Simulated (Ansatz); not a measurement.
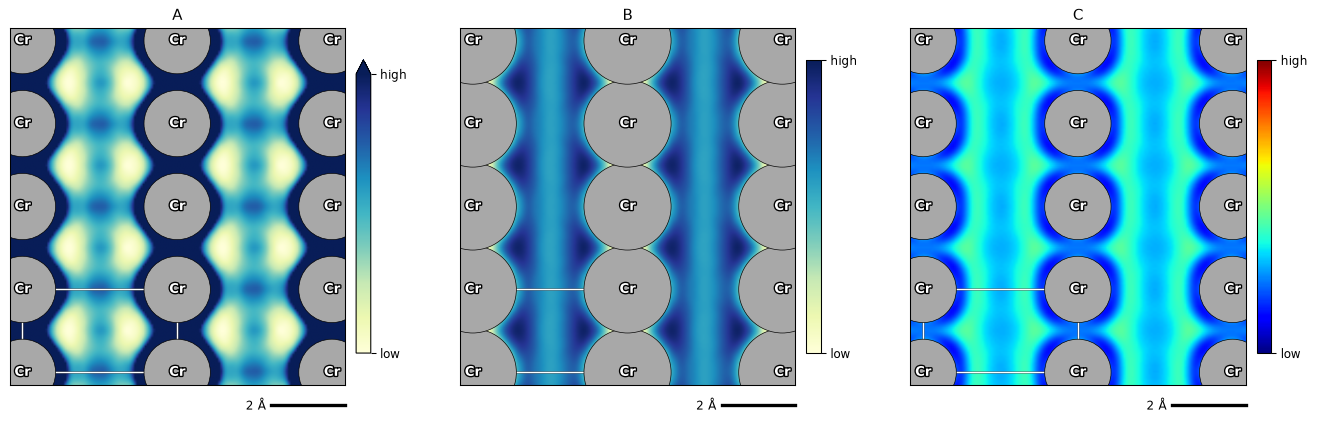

Cr: 3 fields on the (100) plane of the conventional cell, with unlabelled colour scales. Grey discs cover the atomic cores.

Space group P6/mmm; set up as Cr, omega (AlB2-type); a generated structure, not necessarily the stable one; changed on purpose from its base cell (volume × 1.04); computed pressure about −10 GPa in this cell; the program warned that a starting moment wasn't kept; spin-polarised, but the moments vanished.

Level of theory: Ansatz, DFT, LDA (PW92), plane waves (420 eV) with PAW, scalar-relativistic.

Match the panels to the quantities (electron localisation function, electrostatic potential energy of an electron and valence pseudo-density).

Answer. Panel A: valence pseudo-density. Panel B: electrostatic potential energy of an electron (low next to the atoms, rising into the space between them). Panel C: electron localisation function.
